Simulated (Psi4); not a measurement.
Single-point calculation, with input and output: CHF3 (part 1 of 2)

- system: CHF3, SMILES FC(F)F
- method: DLPNO-MP2/def2-TZVP, RHF (Psi4 1.11)

The geometry comes from this level: PBE0-D4/def2-TZVP.

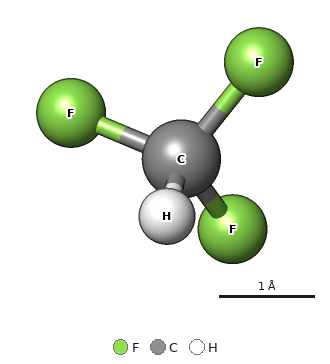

*The structure (ball-and-stick view, seen at a tilt).*

Input (calc.inp):
```
memory 1600 MB

molecule {
  0 1
  F     -1.26356537    -0.62304270     2.03937354
  C      0.03684966     0.10650496     0.01288793
  F      1.97920466    -1.46221338    -0.29757517
  F     -1.45994571    -0.06631049    -2.00201365
  H      0.70745677     2.04508051     0.24730846
  units bohr
  symmetry c1
}

set {
  basis           def2-TZVP
  puream          true
  scf_type        df
  num_frozen_docc 4
  pno_convergence loose
}

energy("dlpno-mp2")
print_variables()
```

Hardware: 1 thread of Intel Xeon @ 2.70GHz, 189 GiB of memory available, shared host.

Command:
```bash
psi4 calc.inp calc.out -n 1
```

Log:
```
Psi4 1.11 release

   => Loading Basis Set <=

    Name: DEF2-TZVP
    Role: ORBITAL
    Keyword: BASIS

         ---------------------------------------------------------
                                   SCF
                              RHF Reference
                        1 Threads,   1525 MiB Core
         ---------------------------------------------------------

  ==> Geometry <==

    Molecular point group: c1
    Full point group: C1

    Geometry (in Bohr), charge = 0, multiplicity = 1:

       Center              X                  Y                   Z               Mass
    ------------   -----------------  -----------------  -----------------  -----------------
         F           -1.078067055953    -0.086820427143     2.104224671283    18.998403162730
         C            0.222347974047     0.642727232857     0.077739061283    12.000000000000
         F            2.164702974047    -0.925991107143    -0.232724038717    18.998403162730
         F           -1.274447395953     0.469911782857    -1.937162518717    18.998403162730
         H            0.892955084047     2.581302782857     0.312159591283     1.007825032230

  Running in c1 symmetry.

  Rotational constants: A =      0.34634  B =      0.34634  C =      0.18995 [cm^-1]
  Rotational constants: A =  10383.15908  B =  10382.94427  C =   5694.66968 [MHz]
  Nuclear repulsion =  133.952934405460724

  Charge       = 0
  Multiplicity = 1
  Electrons    = 34
  Nalpha       = 17
  Nbeta        = 17

  ==> Algorithm <==

  SCF Algorithm Type is DF.
  DIIS enabled.
  MOM disabled.
  Fractional occupation disabled.
  Guess Type is SAD.
  Energy threshold   = 1.00e-08
  Density threshold  = 1.00e-08
  Integral threshold = 1.00e-12

  ==> Primary Basis <==

  Basis Set: DEF2-TZVP
    Blend: DEF2-TZVP
    Number of shells: 48
    Number of basis functions: 130
    Number of Cartesian functions: 150
    Spherical Harmonics?: true
    Max angular momentum: 3

   => Loading Basis Set <=

    Name: (DEF2-TZVP AUX)
    Role: JKFIT
    Keyword: DF_BASIS_SCF

  ==> Integral Setup <==

  DFHelper Memory: AOs need 0.045 GiB; user supplied 1.118 GiB.
  SCF_SUBTYPE=INCORE selected. In-core MEM_DF algorithm will be used.
  Using in-core AOs.

  ==> MemDFJK: Density-Fitted J/K Matrices <==

    J tasked:                   Yes
    K tasked:                   Yes
    wK tasked:                   No
    Memory [MiB]:              1144
    Algorithm:                 Core
    Schwarz Cutoff:           1E-12
    Mask sparsity (%):       1.2544
    Fitting Condition:        1E-10

   => Auxiliary Basis Set <=

  Basis Set: (DEF2-TZVP AUX)
    Blend: DEF2-UNIVERSAL-JKFIT
    Number of shells: 106
    Number of basis functions: 324
    Number of Cartesian functions: 388
    Spherical Harmonics?: true
    Max angular momentum: 4

  Minimum eigenvalue in the overlap matrix is 1.9714560624E-03.
  Reciprocal condition number of the overlap matrix is 3.2161187058E-04.
    Using symmetric orthogonalization.

  ==> Pre-Iterations <==

  SCF Guess: Superposition of Atomic Densities via on-the-fly atomic UHF (no occupation information).

   -------------------------
    Irrep   Nso     Nmo
   -------------------------
     A        130     130
   -------------------------
    Total     130     130
   -------------------------

  ==> Iterations <==

                           Total Energy        Delta E     RMS |[F,P]|

   @DF-RHF iter SAD:  -336.33660738779082   -3.36337e+02   0.00000e+00
   @DF-RHF iter   1:  -336.84212887168701   -5.05521e-01   3.71979e-03 ADIIS/DIIS
   @DF-RHF iter   2:  -336.90029329664162   -5.81644e-02   2.28587e-03 ADIIS/DIIS
   @DF-RHF iter   3:  -336.92451433913732   -2.42210e-02   2.48862e-04 ADIIS/DIIS
   @DF-RHF iter   4:  -336.92525063267772   -7.36294e-04   6.71000e-05 DIIS
   @DF-RHF iter   5:  -336.92530217457249   -5.15419e-05   1.80042e-05 DIIS
   @DF-RHF iter   6:  -336.92530765771772   -5.48315e-06   2.49729e-06 DIIS
   @DF-RHF iter   7:  -336.92530777824209   -1.20524e-07   4.24551e-07 DIIS
   @DF-RHF iter   8:  -336.92530778162285   -3.38076e-09   7.39864e-08 DIIS
   @DF-RHF iter   9:  -336.92530778171778   -9.49285e-11   1.65014e-08 DIIS
   @DF-RHF iter  10:  -336.92530778172278   -5.00222e-12   3.59529e-09 DIIS
  Energy and wave function converged.

  ==> Post-Iterations <==

    Orbital Energies [Eh]
    ---------------------

    Doubly Occupied:

       1A    -26.342358     2A    -26.342356     3A    -26.342328
       4A    -11.506195     5A     -1.736929     6A     -1.641353
       7A     -1.641350     8A     -0.990909     9A     -0.849598
      10A     -0.828586    11A     -0.828586    12A     -0.714120
      13A     -0.714120    14A     -0.671050    15A     -0.671049
      16A     -0.654475    17A     -0.596681

    Virtual:

      18A      0.167166    19A      0.234177    20A      0.234178
      21A      0.253615    22A      0.377354    23A      0.461047
      24A      0.461050    25A      0.475501    26A      0.596460
      27A      0.632499    28A      0.632502    29A      0.696754
      30A      0.696755    31A      0.697243    32A      0.857053
      33A      0.880274    34A      0.880274    35A      0.956081
      36A      1.024525    37A      1.024526    38A      1.076529
      39A      1.076531    40A      1.099806    41A      1.131599
      42A      1.220254    43A      1.220257    44A      1.591596
      45A      1.828603    46A      1.828605    47A      1.837140
      48A      2.073542    49A      2.115670    50A      2.115685
      51A      2.169901    52A      2.216851    53A      2.216852
      54A      2.423805    55A      2.527568    56A      2.527574
      57A      2.624440    58A      2.624446    59A      2.649192
      60A      2.745514    61A      2.745520    62A      2.773863
      63A      2.874225    64A      2.992374    65A      2.992380
      66A      3.155879    67A      3.279901    68A      3.279904
      69A      3.471660    70A      3.471661    71A      3.526664
      72A      3.551058    73A      3.551066    74A      3.614469
      75A      3.715016    76A      3.715020    77A      3.864425
      78A      4.073350    79A      4.073353    80A      4.145419
      81A      4.145421    82A      4.146290    83A      4.167668
      84A      4.267965    85A      4.267974    86A      4.316722
      87A      4.522731    88A      5.295716    89A      5.544140
      90A      5.544146    91A      7.311521    92A      7.350400
      93A      7.350402    94A      7.355193    95A      7.356228
      96A      7.356229    97A      7.362573    98A      7.362575
      99A      7.368520   100A      7.477722   101A      7.477723
     102A      7.478890   103A      7.571162   104A      7.571164
     105A      7.661984   106A      7.845497   107A      7.845503
     108A      7.914930   109A      8.071812   110A      8.096475
     111A      8.096481   112A      8.878278   113A      8.878279
     114A      8.911532   115A      9.006860   116A      9.006864
     117A      9.060428   118A      9.293684   119A      9.320583
     120A      9.320585   121A      9.436167   122A      9.520954
     123A      9.562661   124A      9.562672   125A      9.612060
     126A      9.612070   127A     23.800038   128A     58.709847
     129A     58.709851   130A     58.894692

    Final Occupation by Irrep:
              A
    DOCC [    17 ]
    NA   [    17 ]
    NB   [    17 ]

  @DF-RHF Final Energy:  -336.92530778172278

   => Energetics <=

    Nuclear Repulsion Energy =            133.9529344054607236
    One-Electron Energy =                -735.6123986045502079
    Two-Electron Energy =                 264.7341564173667052
    Total Energy =                       -336.9253077817227791

Computation Completed

Properties will be evaluated at   0.000000,   0.000000,   0.000000 [a0]

Properties computed using the SCF density matrix

 Multipole Moments:

 ------------------------------------------------------------------------------------
     Multipole            Electronic (a.u.)      Nuclear  (a.u.)        Total (a.u.)
 ------------------------------------------------------------------------------------

 L = 1.  Multiply by 2.5417464519 to convert [e a0] to [Debye]
 Dipole X            :         -0.3053825            0.5367396            0.2313571
 Dipole Y            :         -0.8828086            1.5515684            0.6687598
 Dipole Z            :         -0.1067353            0.1876370            0.0809017
 Magnitude           :                                                    0.7122576

 ------------------------------------------------------------------------------------

	total time  =          2 seconds =       0.03 minutes

  //>>>>>>>>>>>>>>>>>>>>>>>>>>>>>>>>>>>//
  //             DLPNO-MP2             //
  //<<<<<<<<<<<<<<<<<<<<<<<<<<<<<<<<<<<//

   => Loading Basis Set <=

    Name: (DEF2-TZVP AUX)
    Role: RIFIT
    Keyword: DF_BASIS_MP2

   --------------------------------------------
                     DLPNO-MP2
   --------------------------------------------

  DLPNO convergence set to LOOSE.

  Detailed DLPNO thresholds and cutoffs:
    T_CUT_DO     = 2.000e-02
    T_CUT_PNO    = 1.000e-07
    T_CUT_DO_IJ  = 1.000e-05
    T_CUT_PRE    = 1.000e-06
    T_CUT_DO_PRE = 3.000e-02
    T_CUT_MKN    = 1.000e-03
    T_CUT_CLMO   = 1.000e-04
    T_CUT_CPAO   = 1.000e-04
    S_CUT        = 1.000e-08
    F_CUT        = 1.000e-05

  ==> Boys Localizer <==

    Convergence =   1.000E-12
    Maxiter     =        1000

    Iteration                   Metric       Residual
    @Boys    0   4.2501836132544977E+00              -
    @Boys    1   5.6643809453811073E+01   1.232738E+01
    @Boys    2   6.7838987468677800E+01   1.976417E-01
    @Boys    3   6.8378241855868140E+01   7.949034E-03
    @Boys    4   6.8391308189666077E+01   1.910891E-04
    @Boys    5   6.8393041217699164E+01   2.533989E-05
    @Boys    6   6.8394488513392488E+01   2.116145E-05
    @Boys    7   6.8395950725574465E+01   2.137909E-05
    @Boys    8   6.8397348092060909E+01   2.043054E-05
    @Boys    9   6.8398710542711996E+01   1.991964E-05
    @Boys   10   6.8400201674166169E+01   2.180058E-05
    @Boys   11   6.8401619464171731E+01   2.072786E-05
    @Boys   12   6.8402977640082725E+01   1.985590E-05
    @Boys   13   6.8404384629438994E+01   2.056912E-05
    @Boys   14   6.8405509086627461E+01   1.643838E-05
    @Boys   15   6.8406363364157158E+01   1.248843E-05
    @Boys   16   6.8407314360224319E+01   1.390216E-05
    @Boys   17   6.8408103894876234E+01   1.154167E-05
    @Boys   18   6.8408830099083190E+01   1.061576E-05
    @Boys   19   6.8409543243792214E+01   1.042475E-05
    @Boys   20   6.8410414400730161E+01   1.273444E-05
    @Boys   21   6.8411018468461450E+01   8.830055E-06
    @Boys   22   6.8411645207787558E+01   9.161380E-06
    @Boys   23   6.8412161027997058E+01   7.539947E-06
    @Boys   24   6.8412546857612014E+01   5.639781E-06
    @Boys   25   6.8412966556205447E+01   6.134819E-06
    @Boys   26   6.8413403636859925E+01   6.388857E-06
    @Boys   27   6.8413697902011862E+01   4.301279E-06
    @Boys   28   6.8414008339051605E+01   4.537644E-06
    @Boys   29   6.8414278688178626E+01   3.951663E-06
    @Boys   30   6.8414494967846878E+01   3.161324E-06
    @Boys   31   6.8414707513482568E+01   3.106734E-06
    @Boys   32   6.8414925569251295E+01   3.187265E-06
    @Boys   33   6.8415116485532224E+01   2.790565E-06
    @Boys   34   6.8415256985713228E+01   2.053642E-06
    @Boys   35   6.8415422035719942E+01   2.412474E-06
    @Boys   36   6.8415592207782510E+01   2.487335E-06
    @Boys   37   6.8415772603273183E+01   2.636760E-06
    @Boys   38   6.8415904921055642E+01   1.934025E-06
    @Boys   39   6.8416064780517814E+01   2.336583E-06
    @Boys   40   6.8416235876974042E+01   2.500823E-06
    @Boys   41   6.8416464025865622E+01   3.334719E-06
    @Boys   42   6.8416670779183335E+01   3.021982E-06
    @Boys   43   6.8416922260865519E+01   3.675737E-06
    @Boys   44   6.8417122427111366E+01   2.925683E-06
    @Boys   45   6.8417352036122992E+01   3.356017E-06
    @Boys   46   6.8417685945252671E+01   4.880474E-06
```
